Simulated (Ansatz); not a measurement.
## Geometry relaxation of MoSe$_{2}$ (part 2 of 2)

The same run, continued: MoSe$_{2}$ (P6₃/mmc, 6 atoms in the cell); DFT PBE+D3(BJ), scalar-relativistic, plane waves, PAW, no spin polarisation (Ansatz 0.2.0); cutoff 420 eV, 12×12×2 k-mesh, Gaussian smearing of 0.02 eV. The structure derives from an entry of the Crystallography Open Database.

Geometry of the input (Å; fractional positions):
```
3.2778  0.0000  0.0000
-1.6389  2.8386  0.0000
0.0000  0.0000  12.7109
Mo 0.3333  0.6667  0.2500
Mo 0.6667  0.3333  0.7500
Se 0.3333  0.6667  0.6183
Se 0.6667  0.3333  0.1183
Se 0.3333  0.6667  0.8817
Se 0.6667  0.3333  0.3817
```

Output, continued:
```
--- Per-component energies (eV) ---
  E_band       = -1591.806723
  E_kinetic    = 1360.858499
  E_local      = -11450.795066  (includes V_loc(G=0)·N_el)
  E_nonlocal   = -2095.727233
  E_hartree    = 5430.767436
  E_xc         = -786.659462
  E_vxc        = -854.685163  (∫ρ·V_xc dr)
  E_paw        = -14048.311860  (= ΣΔE_a)
  E_vpaw       = 587.009396  (= ΣTr[D̂ρ^β])
  E_aug_tail   = -0.002282  (compensation charges beyond the density's cutoff)
  E_ewald      = -10202.426404
  E_disp       = -2.877306  (pairwise vdW)
  E_smearing   = -0.000000  (= −TS)
  E_closure    = -0.000000  (closes the sum)
  Σ components = -31795.173680   (vs F -31795.173680, Δ=0.00e0)
--- Forces (eV/Å), atoms counted from 1 ---
  atom   1  Mo    -0.00000000     0.00000000     0.00000000
  atom   2  Mo     0.00000000    -0.00000000     0.00000000
  atom   3  Se    -0.00000000     0.00000000     0.00409425
  atom   4  Se     0.00000000    -0.00000000     0.00409425
  atom   5  Se    -0.00000000     0.00000000    -0.00409425
  atom   6  Se     0.00000000    -0.00000000    -0.00409425
  max |Σ_I F_I| component: 1.45e-17 eV/Å
--- Stress (GPa, compression-positive) ---
        0.046729       0.000000       0.000000
        0.000000       0.046729       0.000000
        0.000000       0.000000      -0.021646
  P = ⅓ Tr σ = 0.0239 GPa (0.239 kbar)
--- Band table (eV; the first three rows and the last of 38) ---
  k-point 0: bands = ["-48.3373", "-48.3373", "-34.9524", "-34.9524", "-34.9523", "-34.9523", "-34.9520", "-34.9520", "-34.9520", "-34.9520", "-34.9172", "-34.9172", "-34.9168", "-34.9168", "-34.9163", "-34.9163", "-34.9159", "-34.9159", "-34.9035", "-34.9031", "-34.9015", "-34.9011", "-22.5052", "-22.5051", "-22.3024", "-22.3024", "-22.3024", "-22.3024", "-2.0832", "-1.7106", "-1.1765", "-0.6284", "6.2558", "7.5693", "9.2931", "10.3414", "10.3414", "10.3622", "10.3622", "11.3210", "11.3210", "11.3828", "11.3828", "11.6654", "12.1718", "12.8566", "15.3263", "15.3263", "15.4149", "15.4149", "15.4663", "15.4663", "15.7208", "15.7208", "18.2296", "18.7350"]
  k-point 1: bands = ["-48.3373", "-48.3373", "-34.9524", "-34.9524", "-34.9524", "-34.9524", "-34.9520", "-34.9520", "-34.9520", "-34.9520", "-34.9171", "-34.9171", "-34.9171", "-34.9171", "-34.9160", "-34.9160", "-34.9160", "-34.9160", "-34.9034", "-34.9034", "-34.9013", "-34.9013", "-22.5052", "-22.5052", "-22.3024", "-22.3024", "-22.3024", "-22.3024", "-1.9427", "-1.9427", "-0.8594", "-0.8594", "6.7672", "6.7672", "10.3516", "10.3516", "10.3516", "10.3516", "10.4347", "10.4347", "11.3520", "11.3520", "11.3520", "11.3520", "12.6932", "12.6932", "15.3433", "15.3433", "15.3433", "15.3433", "15.6203", "15.6203", "15.6203", "15.6203", "18.5218", "18.5218"]
  k-point 2: bands = ["-48.3356", "-48.3356", "-34.9523", "-34.9523", "-34.9521", "-34.9521", "-34.9520", "-34.9520", "-34.9517", "-34.9517", "-34.9173", "-34.9173", "-34.9168", "-34.9168", "-34.9165", "-34.9163", "-34.9160", "-34.9159", "-34.9034", "-34.9030", "-34.9013", "-34.9010", "-22.5011", "-22.5010", "-22.3213", "-22.3213", "-22.3067", "-22.3066", "-1.9840", "-1.6141", "-1.1151", "-0.5802", "6.3770", "7.6883", "9.1867", "10.0798", "10.1162", "10.4351", "10.4644", "10.9141", "11.1552", "11.2253", "11.3700", "11.6928", "12.3015", "12.6804", "15.1257", "15.1456", "15.1936", "15.2981", "15.3002", "15.4438", "15.5872", "15.5904", "18.7879", "19.2280"]
  k-point 37: bands = ["-48.3089", "-48.3089", "-34.9502", "-34.9502", "-34.9494", "-34.9494", "-34.9492", "-34.9492", "-34.9491", "-34.9491", "-34.9188", "-34.9188", "-34.9180", "-34.9180", "-34.9172", "-34.9172", "-34.9166", "-34.9166", "-34.9010", "-34.9010", "-34.8987", "-34.8987", "-22.5112", "-22.5112", "-22.4769", "-22.4769", "-22.4357", "-22.4357", "0.2314", "0.2314", "0.2901", "0.2901", "7.2881", "7.2881", "7.7589", "7.7589", "8.3967", "8.3967", "8.6577", "8.6577", "9.7123", "9.7123", "10.2254", "10.2254", "12.4249", "12.4249", "14.0363", "14.0363", "14.9103", "14.9103", "15.5689", "15.5689", "16.7826", "16.7826", "19.1717", "19.1717"]
--- Relaxed structure (3 steps of the walk, 2 accepted, 1 SCFs on fresh bases) ---
  F+E_penalty+E_count = -31795.17368008 eV   max|allowed force component| = 4.094e-3 eV/Å   (the final SCF, on the basis selected at the relaxed cell)
  cell:  # Å, volume = 118.3476 Å³
    - [3.2761977890758587, 2.8853617372268272e-11, 0.0]
    - [-1.6380988945629174, 2.8372705131476788, 0.0]
    - [0.0, 0.0, 12.731769684516362]
  atoms:
    - { symbol: Mo, position: [0.33333333333333326, 0.6666666666666666, 0.24999999999999994] }
    - { symbol: Mo, position: [0.6666666666666666, 0.33333333333333326, 0.7499999999999999] }
    - { symbol: Se, position: [0.33333333333333326, 0.6666666666666666, 0.6184761027061945] }
    - { symbol: Se, position: [0.6666666666666666, 0.33333333333333326, 0.11847610270619455] }
    - { symbol: Se, position: [0.33333333333333326, 0.6666666666666666, 0.8815238972938053] }
    - { symbol: Se, position: [0.6666666666666666, 0.33333333333333326, 0.38152389729380537] }
```

Trajectory as extended XYZ (Å, eV, eV/Å), 4 frames, from step=1 to step=4:
```
6
Lattice="3.2778 0.0000 0.0000 -1.6389 2.8386 0.0000 0.0000 0.0000 12.7109" Properties=species:S:1:pos:R:3:forces:R:3 step=1 energy=-31795.17361 pressure_GPa=-0.02
Mo    0.0000    1.8924    3.1777    0.0000   0.0000   0.0000
Mo    1.6389    0.9462    9.5332    0.0000   0.0000   0.0000
Se    0.0000    1.8924    7.8592    0.0000   0.0000   0.0089
Se    1.6389    0.9462    1.5038    0.0000   0.0000   0.0089
Se    0.0000    1.8924   11.2071    0.0000   0.0000  -0.0089
Se    1.6389    0.9462    4.8517    0.0000   0.0000  -0.0089
6
Lattice="3.2770 0.0000 0.0000 -1.6385 2.8380 0.0000 0.0000 0.0000 12.7537" Properties=species:S:1:pos:R:3:forces:R:3 step=2 energy=-31795.17354 pressure_GPa=0.04 accepted=F
Mo    0.0000    1.8920    3.1884    0.0000   0.0000   0.0000
Mo    1.6385    0.9460    9.5653    0.0000   0.0000   0.0000
Se    0.0000    1.8920    7.8920    0.0000   0.0000  -0.0190
Se    1.6385    0.9460    1.5152    0.0000   0.0000  -0.0190
Se    0.0000    1.8920   11.2385    0.0000   0.0000   0.0190
Se    1.6385    0.9460    4.8617    0.0000   0.0000   0.0190
6
Lattice="3.2762 0.0000 0.0000 -1.6381 2.8373 0.0000 0.0000 0.0000 12.7318" Properties=species:S:1:pos:R:3:forces:R:3 step=3 energy=-31795.17367 pressure_GPa=0.02
Mo    0.0000    1.8915    3.1829    0.0000   0.0000   0.0000
Mo    1.6381    0.9458    9.5488    0.0000   0.0000   0.0000
Se    0.0000    1.8915    7.8743    0.0000   0.0000   0.0041
Se    1.6381    0.9458    1.5084    0.0000   0.0000   0.0041
Se    0.0000    1.8915   11.2234    0.0000   0.0000  -0.0041
Se    1.6381    0.9458    4.8575    0.0000   0.0000  -0.0041
6
Lattice="3.2762 0.0000 0.0000 -1.6381 2.8373 0.0000 0.0000 0.0000 12.7318" Properties=species:S:1:pos:R:3:forces:R:3 step=4 energy=-31795.17368 pressure_GPa=0.02
Mo    0.0000    1.8915    3.1829    0.0000   0.0000   0.0000
Mo    1.6381    0.9458    9.5488    0.0000   0.0000   0.0000
Se    0.0000    1.8915    7.8743    0.0000   0.0000   0.0041
Se    1.6381    0.9458    1.5084    0.0000   0.0000   0.0041
Se    0.0000    1.8915   11.2234    0.0000   0.0000  -0.0041
Se    1.6381    0.9458    4.8575    0.0000   0.0000  -0.0041
```

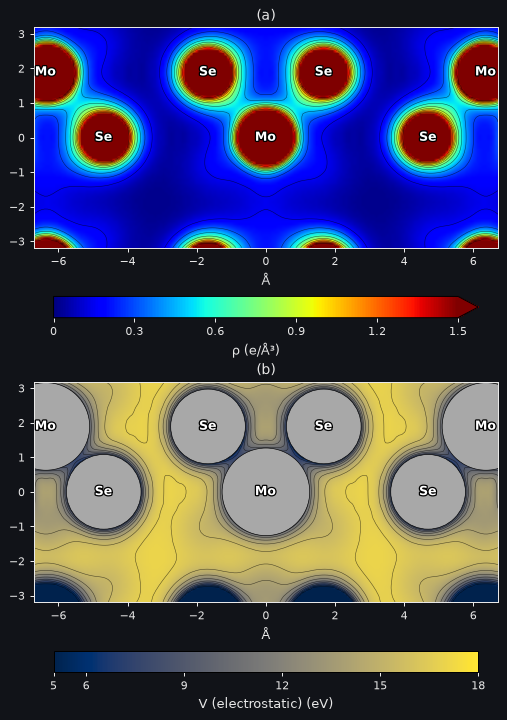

*(a) valence charge density (pseudo); (b) electrostatic potential (local pseudopotential plus Hartree) felt by an electron on the (110) plane of the conventional cell. Grey discs, where drawn, cover atomic cores.*

Atoms in the plane: Mo and Se. Mo–Se (2.53 Å): the density is about 0.53 e/Å³ at the midpoint. Away from the nuclei the density in this plane falls to 0.02 e/Å³ at its lowest. Outside the cores the potential energy rises away from the atoms and is highest about 2.3 Å from the nearest atoms; outside the discs it spans about 11 eV, and its zero is arbitrary. In a PAW calculation such maps are meaningful between the atoms, not at the nuclei.

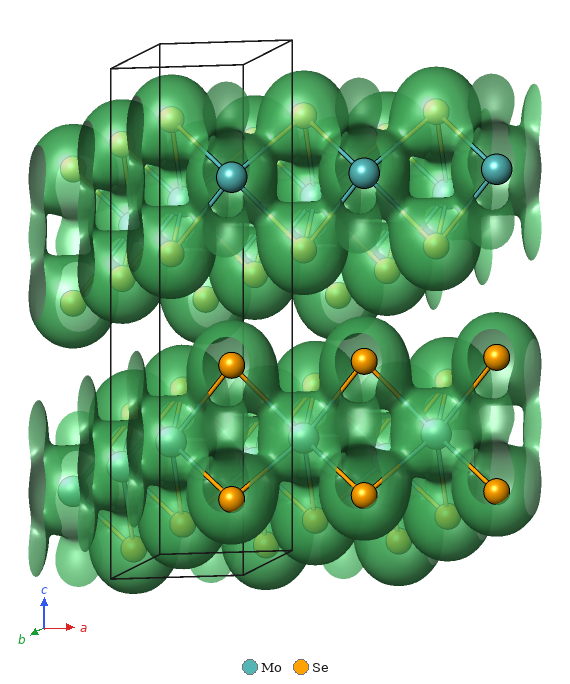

*Isosurface of the valence pseudo-density at 0.4 e/Å³ (green), seen at an oblique angle. Sticks mark near contacts. The outline is the cell set on symmetry axes.*

At this value the density is joined into sheets; it holds about 85 % of the electrons treated as valence (semicore included). On the grid the lowest density along these lines, outside the cores, is 0.53 e/Å³ (Mo–Se, 2.53 Å).

Results in brief:

| quantity | value |
| --- | --- |
| outcome | converged |
| space group (tolerance 0.01 Å) | P6₃/mmc (194) |
| electrons treated | 92 |
| free energy | −31795.1737 eV |
| Fermi energy | 13.242 eV |
| gap on the k-point mesh | 0.77 eV |
| pressure | 0.02 GPa |
| final volume | 118.35 Å³ |
| largest force (length of the vector) at the end | 0.004 eV/Å |
| final cell | a = 3.276 Å, b = 3.276 Å, c = 12.732 Å, α = 90.00°, β = 90.00°, γ = 120.00° |
| wall time | 8 s (CPU time 29 s) |
| peak memory | 0.66 GiB |
